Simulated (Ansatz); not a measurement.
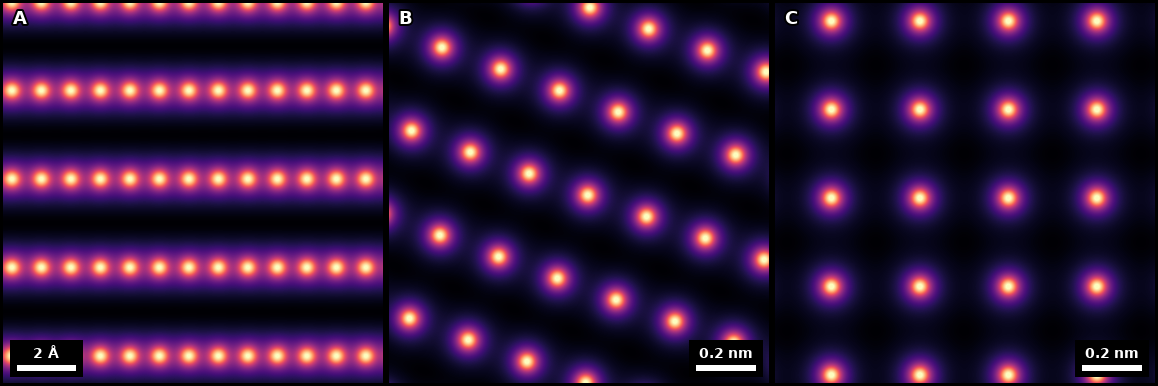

Three views of Sm (Im-3m, No. 229) along different zone axes. Computed as the sum of neutral-atom potentials (tabulated electron scattering factors, B = 0.8 Å²) projected along the beam and smoothed by 0.25 Å; brighter is more positive. The display is stretched by a gamma of 0.7; percentages refer to the linear signal. Atomic positions: a calculation's starting geometry; the starting structure was generated, so it need not be a known form of this composition.

```
CELL_PARAMETERS angstrom
4.28240 0.00000 0.00000
0.00000 4.28240 0.00000
0.00000 0.00000 4.28240
ATOMIC_POSITIONS crystal
Sm 0.00000 0.00000 0.00000
Sm 0.50000 0.50000 0.50000
```

> Match the panels to the zone axes [001], [110] and [221].

A is [221]: projected cell 1.01 × 3.03 Å, 90°, plane group p2mm. B is [110]: projected cell 2.14 × 3.03 Å, 90°, plane group p2mm. C is [001]: projected cell 3.03 × 3.03 Å, 90°, plane group p4mm.
